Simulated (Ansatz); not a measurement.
**NaCl: 5 runs along one coordinate**

System: NaCl (P4/mmm, 2 atoms in the cell).
Method: DFT LDA, scalar-relativistic, plane waves, PAW, no spin polarisation (Ansatz 0.2.0).

The 5 runs differ only in the geometry, by a strain of the cell at fixed fractional positions. Against run 3, the strain is εxx = η, εyy = η and εzz = −0.7 η. The structure derives from a Materials Project entry.

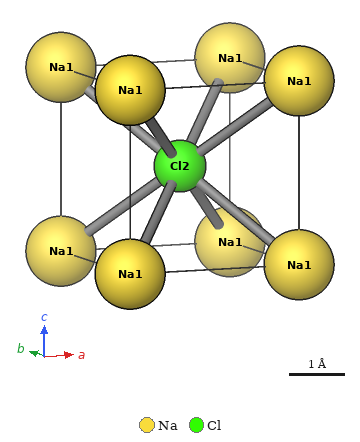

Figure 1. The structure of run 3 (ball-and-stick view of the cell of the calculation, seen slightly off an axis; atoms are numbered from 1 in the order of the input).

### Input of run 3
```yaml
crystal:
  lattice:
    - [3.3246598185, 0.0, 0.0]
    - [0.0, 3.3246598185, 0.0]
    - [0.0, 0.0, 3.3785193075]
  atoms:
    - { symbol: Na, position: [0.0, 0.0, 0.0] }
    - { symbol: Cl, position: [0.5, 0.5, 0.5] }
basis:
  ecutwfc: 340.0
kpoints:
  mp_grid: { grid: [8, 8, 8] }
hamiltonian:
  xc: lda
scf:
  occupations: { method: gaussian, width: 0.05 }
output:
  forces: true
  stress: true
  eigenvalues: true
```

Command:
```bash
ansatz run input.yaml --threads 1 --pin off --max-ram 2048MiB --backend cpu --events-out ev --progress --plain --runs-dir out
```

Lattice vectors (Å) and fractional positions of run 3:
```
   3.324660    0.000000    0.000000
   0.000000    3.324660    0.000000
   0.000000    0.000000    3.378519
Na  0.000000  0.000000  0.000000
Cl  0.500000  0.500000  0.500000
```

Run 4 differs from it as follows:
```diff
-    - [3.3246598185, 0.0, 0.0]
-    - [0.0, 3.3246598185, 0.0]
-    - [0.0, 0.0, 3.3785193075]
+    - [3.3877651834, 0.0, 0.0]
+    - [0.0, 3.3877651834, 0.0]
+    - [0.0, 0.0, 3.333899717]
```

### Results, with one run withheld

```tsv
run	strain parameter η (%)	free energy per atom, from the lowest run given (meV)	pressure (GPa)	gap on the mesh (eV)
1	−3.7505	34.30	3.29	3.94
2	−1.8814	11.54	1.97	4.03
3	0.0000	0.00	0.87	4.06
4	1.8972	?	?	?
5	3.8083	7.36	−0.74	3.65
```

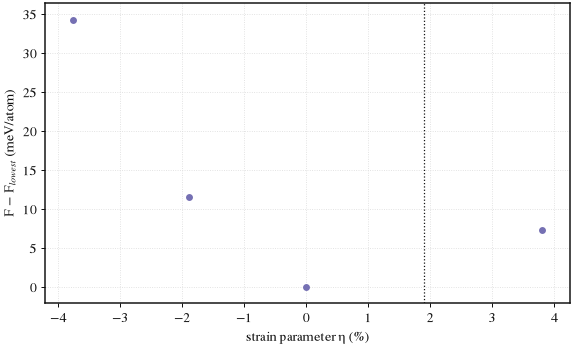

Figure 2. Free energy per atom of the runs given; the dotted line marks run 4.

What should run 4 give?

A quadratic polynomial in the coordinate, fitted to the 4 runs given, misses them by at most 0.30 meV per atom. With x = η + 0.4559, it reads F = 1.7392 − 4.9778 x + 1.4785 x² (meV per atom). At run 4 it gives −1.79 meV per atom, and the run itself gives −1.22. The fit has its minimum at η = 1.2275 %. So low a polynomial doesn't follow these energies more closely. The gap on the mesh lies between 3.65 eV (run 5) and 4.06 eV (run 3); run 4 has 3.93 eV. These are gaps of this functional on this mesh, which can miss the band edges; they aren't the measured gap.

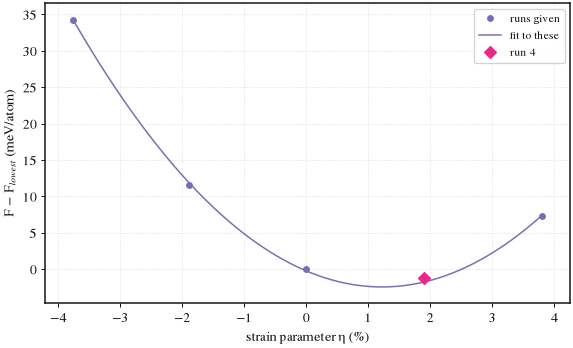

Figure 3. The fit and the withheld run.

### Output, shortened to warnings, some set-up lines, iterations and results (run 4)
```
Warning: basis.ecutwfc = 340 eV is below the records' recommended 420 eV, and the density's cutoff is lower with it unless basis.ecutrho_ratio is high enough to keep the records' density cutoff: compare with a run at a higher cutoff
Basis set: ecut = 340 eV, 515 PW (Γ)
Symmetry: 16 space group operations
k-points: 75 of 512
Initial density: superposition of atomic densities (neutral atoms: chi_scale 0, normalization atom), corrected by the library's trained network
[...]
SCF iter   1: F=—  HF=-2514.065149 eV  |F-HF|=—  |Δ(HF+E_count)|=         —  Δρ=8.11e-3  dr2=1.69e-2  ethr=1.77e-3  ⟨swp⟩=6.1  Hψ=5251  notcnv=0
SCF iter   2: F=—  HF=-2514.054977 eV  |F-HF|=—  |Δ(HF+E_count)|=   1.02e-2  Δρ=2.77e-3  dr2=2.21e-3  ethr=1.06e-4  ⟨swp⟩=2.0  Hψ=2316  notcnv=0
SCF iter   3: F=—  HF=-2514.054275 eV  |F-HF|=—  |Δ(HF+E_count)|=   7.02e-4  Δρ=8.63e-4  dr2=1.99e-4  ethr=1.38e-5  ⟨swp⟩=2.1  Hψ=1108  notcnv=0
SCF iter   4: F=—  HF=-2514.054209 eV  |F-HF|=—  |Δ(HF+E_count)|=   6.65e-5  Δρ=2.32e-4  dr2=2.79e-5  ethr=1.24e-6  ⟨swp⟩=2.0  Hψ=1200  notcnv=0
SCF iter   5: F=—  HF=-2514.054201 eV  |F-HF|=—  |Δ(HF+E_count)|=   7.31e-6  Δρ=3.09e-5  dr2=4.82e-7  ethr=1.75e-7  ⟨swp⟩=1.9  Hψ=1056  notcnv=0
SCF iter   6: F=-2514.054201 eV  HF=-2514.054201 eV  |F-HF|=6.79e-8  |Δ(HF+E_count)|=   9.37e-8  Δρ=1.21e-5  dr2=8.05e-8  ethr=6.25e-10  ⟨swp⟩=5.1  Hψ=3976  notcnv=0
SCF 1 converged in 6 iterations: F = -2514.054201 eV  dr2 = 8.05e-8
SCF converged after 6 iterations
Free energy (F): -2514.054201 eV
Harris-Foulkes:  -2514.054201 eV  (|F-HF|=6.79e-8)
Internal energy: -2514.054201 eV  (E = F + TS)
E sigma→0 (E₀):  -2514.054201 eV
Fermi energy:    5.247663 eV
--- Per-component energies (eV) ---
  E_band       = -215.972726
  E_kinetic    = 283.478141
  E_local      = -1416.045345  (includes V_loc(G=0)·N_el)
  E_nonlocal   = 146.714705
  E_hartree    = 490.471075
  E_xc         = -145.069715
  E_vxc        = -172.414745  (∫ρ·V_xc dr)
  E_paw        = -869.956462  (= ΣΔE_a)
  E_vpaw       = -38.647890  (= ΣTr[D̂ρ^β])
  E_aug_tail   = 0.000265  (compensation charges beyond the density's cutoff)
  E_ewald      = -1003.978248
  E_core_change = 0.331382  (= ΣΔE_core)
  E_smearing   = -0.000000  (= −TS)
  E_closure    = 0.000000  (closes the sum)
  Σ components = -2514.054201   (vs F -2514.054201, Δ=0.00e0)
--- Forces (eV/Å), atoms counted from 1 ---
  atom   1  Na     0.00000000     0.00000000     0.00000000
  atom   2  Cl    -0.00000000     0.00000000     0.00000000
  max |Σ_I F_I| component: 1.97e-30 eV/Å
--- Stress (GPa, compression-positive) ---
       -0.510246       0.000000       0.000000
        0.000000      -0.510246       0.000000
        0.000000       0.000000       0.948726
  P = ⅓ Tr σ = -0.0239 GPa (-0.239 kbar)
```

The program warns: the cutoff is below the recommended one.
